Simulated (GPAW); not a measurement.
## GaP (F-43m): refractive index against wavelength

The refractive index of GaP (F-43m) below the direct gap (1.89 eV on the mesh) is read from one computed spectrum, n = √(Re ε).

The structure is cubic, space group F-43m (No. 216). Conventional cell: a = 5.451 Å, b = 5.451 Å, c = 5.451 Å, α = 90.00°, β = 90.00°, γ = 90.00°. Ga on site a is surrounded by 4 P at 2.36 Å. Around P on site c lie 4 Ga at 2.36 Å.

Method: GPAW 26.7.0, PBE, RPA, k-mesh 13×13×13, local fields up to 70 eV, Lorentzian half width 0.12 eV.

Launch of the response step: `OMP_NUM_THREADS=1 python df.py`. The run took 69 s, its band step included, on 1 thread of Arm Neoverse V1, on a shared host.

```tsv
wavelength (nm)	photon energy E (eV)	n
3000	0.413	3.0800
2000	0.620	3.0979
1550	0.800	3.1201
1310	0.946	3.1433
1064	1.165	?
```

In the single-oscillator model n² − 1 = E₀E_d/(E₀² − E²), so 1/(n² − 1) = E₀/E_d − E²/(E₀E_d) is linear in E².

Working, on the rows shown:

| x = E² (eV²) | y = 1/(n² − 1) |
| --- | --- |
| 0.170801 | 0.117836 |
| 0.384302 | 0.11632 |
| 0.639837 | 0.114482 |
| 0.895757 | 0.112608 |

Means: x̄ = 0.52267, ȳ = 0.11531. Σ(x − x̄)(y − ȳ) = -0.002133, Σ(x − x̄)² = 0.2959. Slope = -0.002133 / 0.2959 = -0.00721; intercept = ȳ − slope · x̄ = 0.11908. Turned back into n, the line misses the rows shown by at most 0.00018.

Task: What does the fit predict for the withheld row, and how well does it do?

Result: At x = 1.3578 the line gives y = 0.10929, that is 3.1859. The run gave 3.1880, so the extrapolation is off by 0.0021, 1.9 % of the range in the table.

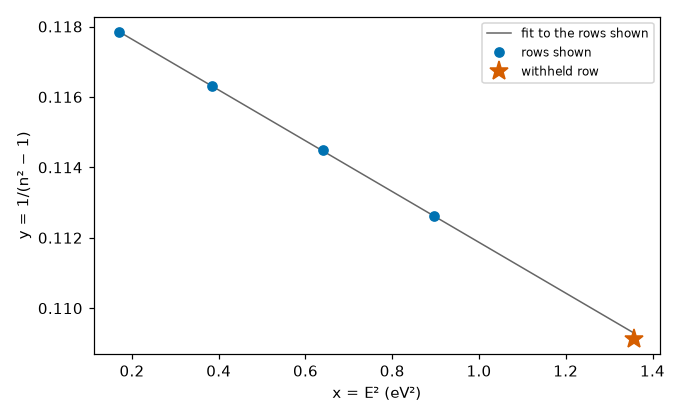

Refitted with all rows, the slope is -0.007335 and the intercept 0.11913. These give E₀ = √(intercept/−slope) = 4.03 eV and E_d = E₀/intercept = 33.8 eV; E₀ is 2.1 times the direct gap. The electronic limit at long wavelengths, without lattice vibrations, is n = √(1 + 1/intercept) = 3.065. Excitons are left out; PBE gaps are as a rule too small. The values come from a sum over the points of one k-mesh and carry its error, which grows as the direct gap shrinks. Spin-orbit coupling is left out.

[Logs are printed without paths, hosts, clocks, repeated set-up lines and the standing remarks that a program may print on its own settings, such as how far it seeks lower states.]
